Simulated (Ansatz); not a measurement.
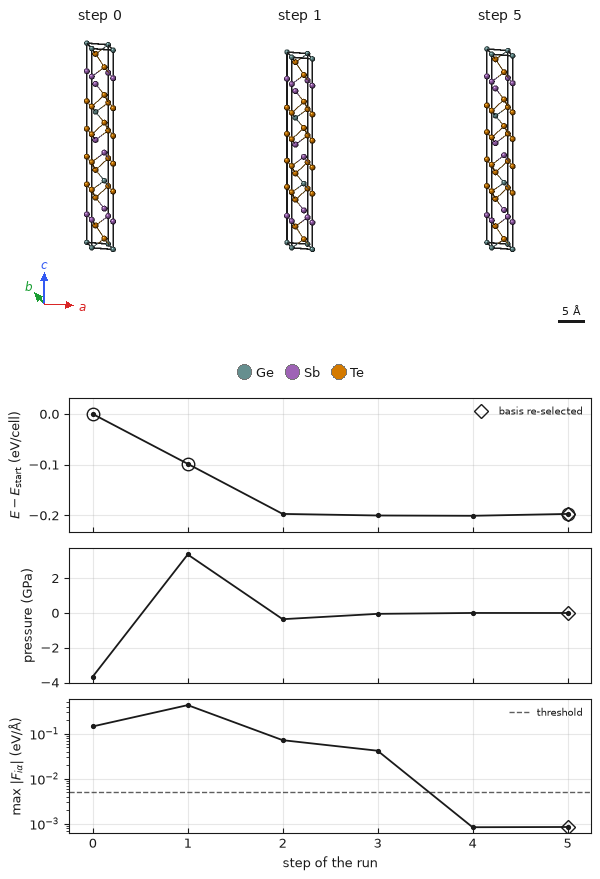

Frames of a relaxation of crystalline GeSb$_{2}$Te$_{4}$ (set up in R-3m), marked on the history of the run. The picture is a ball-and-stick view of the conventional cell (3 times the calculation's cell), seen slightly off an axis. Lengths and directions refer to the drawn axes.

Level of theory: DFT LDA, scalar-relativistic, plane waves, PAW in Ansatz 0.2.0. Settings: plane-wave cutoff 420 eV; k-point mesh 12 × 12 × 12; occupations gaussian; smearing width 0.1 eV; no spin polarisation; cell and atoms relaxed; force threshold 0.005 eV/Å; at most 80 steps.

Q: What happens along the run?

A: After 4 accepted moves (5 points after the start) the energy has fallen by 0.197 eV per cell of the calculation. The largest force component goes from 0.15 to 0.00085 eV/Å. The pressure goes from −3.66 to 0.00 GPa. The SCF was repeated once at an unchanged geometry on a basis and grid sized afresh for the cell, which shifted the energy by 3.6 meV per cell of the calculation at most. The largest moves relative to the cell, 0.038 Å, are those of Sb atoms. By element the largest moves are Sb 0.038 Å, Te 0.035 Å. Ge stays in place. The volume changes by −7.3 %, with a = b 4.319 → 4.218 Å (−2.3 %), c 39.684 → 38.547 Å (−2.9 %). Near-neighbour distances that change, for instance: Ge–Te 3.006 → 2.912 Å, Te–Te 3.305 → 3.223 Å, Sb–Te 3.035 → 2.999 Å. The space group stays R-3m (No. 166). From step 0 to 1: Te atoms move most (0.03 Å), volume −11.4 %, energy −98.2 meV per cell of the calculation. From step 1 to 5: Sb atoms move most (0.04 Å), volume +4.5 %, energy −98.8 meV per cell of the calculation.

| step | E − E(0), meV/atom | largest force component, eV/Å | pressure, GPa | volume, Å³/atom | note |
| --- | --- | --- | --- | --- | --- |
| 0 | 0.00 | 0.1464 | -3.66 | 30.522 |  |
| 1 | -14.03 | 0.4356 | 3.37 | 27.053 |  |
| 2 | -28.13 | 0.0724 | -0.36 | 28.503 |  |
| 3 | -28.58 | 0.0422 | -0.05 | 28.330 |  |
| 4 | -28.66 | 0.0008 | 0.00 | 28.283 |  |
| 5 | -28.14 | 0.0009 | 0.00 | 28.283 | same geometry, new basis |
